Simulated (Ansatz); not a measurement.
# BaTiO$_{3}$ (slab): what the fields show

```xyz
15
Lattice="3.9699 0.0000 0.0000 0.0000 3.9699 0.0000 0.0000 0.0000 24.9247" Properties=species:S:1:pos:R:3 pbc="T T T"
Ti    1.9849    1.9849    7.6182
O     1.9849    0.0000    7.5103
O     0.0000    1.9849    7.5103
Ba    0.0000    0.0000    9.3727
O     1.9849    1.9849    9.4714
Ti    1.9849    1.9849   11.5015
O     1.9849    0.0000   11.4776
O     0.0000    1.9849   11.4776
Ba    0.0000    0.0000   13.4070
O     1.9849    1.9849   13.4464
Ti    1.9849    1.9849   15.5009
O     1.9849    0.0000   15.4760
O     0.0000    1.9849   15.4760
Ba    0.0000    0.0000   17.3212
O     1.9849    1.9849   17.3907
```

Computed without spin polarisation.

The calculation used Ansatz, DFT PBEsol, scalar-relativistic, plane waves, PAW.

The density is the valence pseudo-density of a PAW calculation; it isn't the true density close to the nuclei.

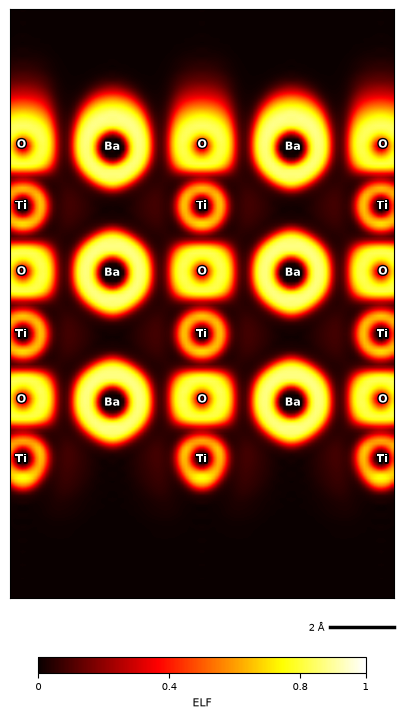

Figure 1. ELF on the (11̄0) plane of the calculation cell, a cut from vacuum to vacuum.

Question: What do the fields say about this system?

Answer: The section cuts through Ti, Ba and O sites.
Ti–O (1.85 Å): the ELF peaks at about 0.80 in the valence shell of O, 0.6 Å from its nucleus, and is about 0.30 at the midpoint; no localised pair shows between them.
Ti–O (1.94 Å): the ELF peaks at about 0.85 in the valence shell of O, 0.6 Å from its nucleus, and is about 0.25 at the midpoint; no shared electron pair shows on this line.
Ti–O (2.03 Å): the ELF peaks at about 0.85 in the valence shell of O, 0.6 Å from its nucleus, and is about 0.20 at the midpoint; no localised pair shows between them.
Ba–O (2.81 Å): the ELF is about 0.15 at the midpoint; a largely ionic contact.
The features right at Ti and Ba lie inside the PAW spheres, where the map follows smoothed inner orbitals and isn't to be read closely.

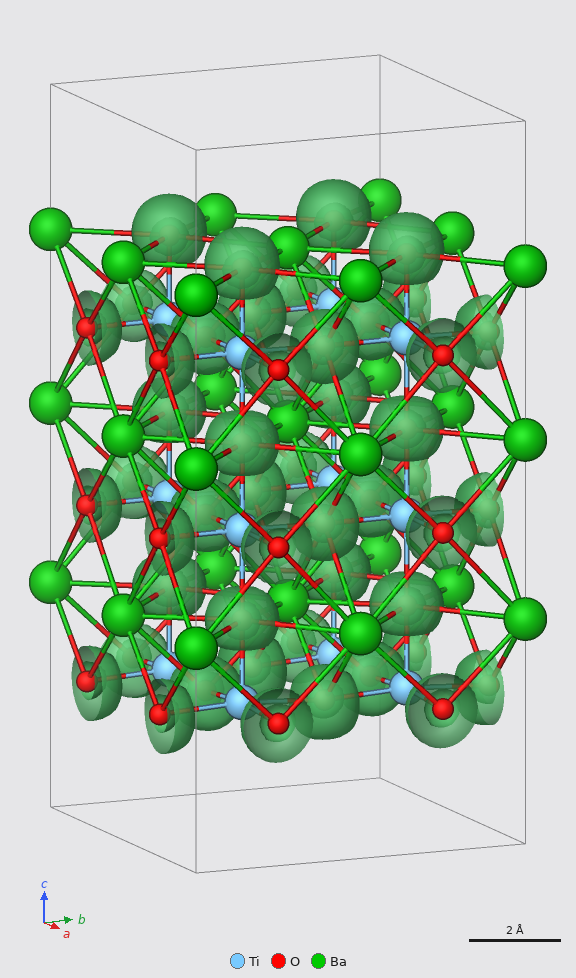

Figure 2. Isosurface of the electron localisation function at 0.75 (green), seen slightly off an axis. Core shells and regions of very low density are left out. Sticks mark near contacts.

Question: Identify the bonds, lone pairs and shells in this picture.

Answer: At this value the surface marks out nine regions wrapped around O (the valence shell of each), counted in one cell of 15 atoms. Counts are for one cell; the picture repeats the cell along the surface. Along the contacts the grid gives the following. Ba–O (2.71 Å): the ELF is about 0.15 at the midpoint; a largely ionic contact.

Question: Does the calculation give a band gap?

Answer: It is gapped, with a Kohn–Sham gap of 0.51 eV on the k-point mesh, an upper bound to the gap of this method.
